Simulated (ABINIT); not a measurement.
# LiH (Fm-3m): least direct gap against volume

The cell of LiH (Fm-3m) is scaled evenly and the response computed anew at each volume, on one mesh.

Cell: a, b, c = 2.880, 2.880, 2.880 Å (primitive vectors), 2 atoms.

Method: ABINIT 10.8.3, PBE, independent particles, k-mesh 14×14×14, Lorentzian half width 0.04 eV.

Launch of the response step: `optic optic.abi`. The series took 51 s in all, its band step included, on 4 threads of Arm Neoverse V2 (shared host).

```tsv
V/V₀	V (Å³, primitive cell)	least direct gap (eV)
0.94	15.88	2.9786
0.97	16.39	3.0014
1.00	16.90	3.0218
1.03	17.41	?
1.06	17.91	3.0566
```

For small changes the quantity should be close to linear in ln V.

Working, on the rows shown:

| x = ln(V/V₀) | y = least direct gap |
| --- | --- |
| -0.0618754 | 2.9786 |
| -0.0304592 | 3.0014 |
| 0 | 3.0218 |
| 0.0582689 | 3.0566 |

Means: x̄ = -0.0085164, ȳ = 3.0146. Σ(x − x̄)(y − ȳ) = 0.005077, Σ(x − x̄)² = 0.007861. Slope = 0.005077 / 0.007861 = 0.6458; intercept = ȳ − slope · x̄ = 3.0201. The line misses the rows shown by at most 0.0017 eV.

Task: Fill in the last column of the withheld row.

Result: At x = 0.029559 the line gives y = 3.0392 eV. The run gave 3.0402 eV, so the interpolation is off by 0.001 eV, 1.3 % of the range in the table.

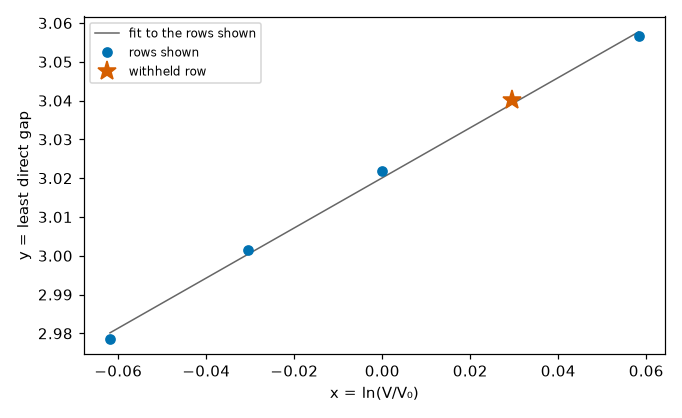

Between the rows on either side of x = 0 the slope is (3.0402 − 3.0014) / (0.029559 − (-0.030459)) = 0.6465. That is a volume deformation potential of 0.6 eV: the least direct gap on this mesh narrows by 6 meV for each per cent of compression. The cell comes from an older database entry, whose edges can be off by a per cent or so. PBE gaps are as a rule too small.

[Logs are printed without paths, hosts, clocks, repeated set-up lines and the standing remarks that a program may print on its own settings, such as how far it seeks lower states.]
